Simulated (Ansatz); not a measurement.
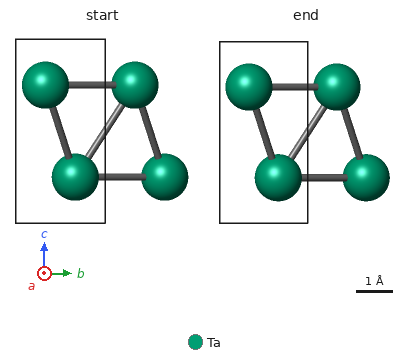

The structure of crystalline Ta (set up in P6_3/mmc) before (left) and after (right) a relaxation, at one scale.

The picture is a ball-and-stick view of the cell of the calculation, repeated 1 × 2 × 1 with one cell outlined, seen along the a axis.

The run lets cell and atoms move.

Theory: Kohn-Sham DFT of a periodic cell, PBEsol, Ansatz PAW in Ansatz 0.2.0.

Input
```yaml
crystal:
  lattice:
    - [2.9003720726, 0.0, 0.0]
    - [-1.4501860363, 2.5117958953, 0.0]
    - [0.0, 0.0, 5.166274]
  atoms:
    - { symbol: Ta, position: [0.3333333333, 0.6666666667, 0.25] }
    - { symbol: Ta, position: [0.6666666667, 0.3333333333, 0.75] }
hamiltonian:
  xc: pbesol
  pseudopotentials: { kind: paw }
kpoints:
  mp_grid: { grid: [11, 11, 5] }
scf:
  occupations: { method: fermi_dirac, width: 0.05 }
output:
  forces: true
  stress: true
  eigenvalues: true
relax:
  f_tol: 0.01
  max_steps: 40
  cell: { stress_tol: 0.05, p_target: 2.0 }
```

Command:
```bash
ansatz run input.yaml --threads 2 --pin off --max-ram 5632MiB --backend cpu --events-out ev --progress --plain --runs-dir out
```

### Describe what moved and what it gained.

Over 3 accepted moves (6 points after the start) the energy falls by 32.1 meV per cell of the calculation. With the target pressure of 2 GPa, the enthalpy E + pV changes by −54.2 meV per cell of the calculation. All forces vanish by symmetry, so only the cell relaxes. The pressure goes from −7.33 to 2.00 GPa. The line search rejected the trial step at point 1 of the run. At 2 points the geometry stayed and the basis and grid were re-selected for the new cell (energy shift of 0.5 meV per cell of the calculation at most each time). The atoms keep their places relative to the cell (all moves are under 0.005 Å). The drawn cell changes as follows: a = b 2.900 → 2.851 Å (−1.7 %), c 5.166 → 5.096 Å (−1.4 %); the volume changes by −4.7 %. Among the contacts that change: Ta–Ta 2.900 → 2.851 Å, Ta–Ta 3.078 → 3.033 Å. The space group stays P6_3/mmc (No. 194).
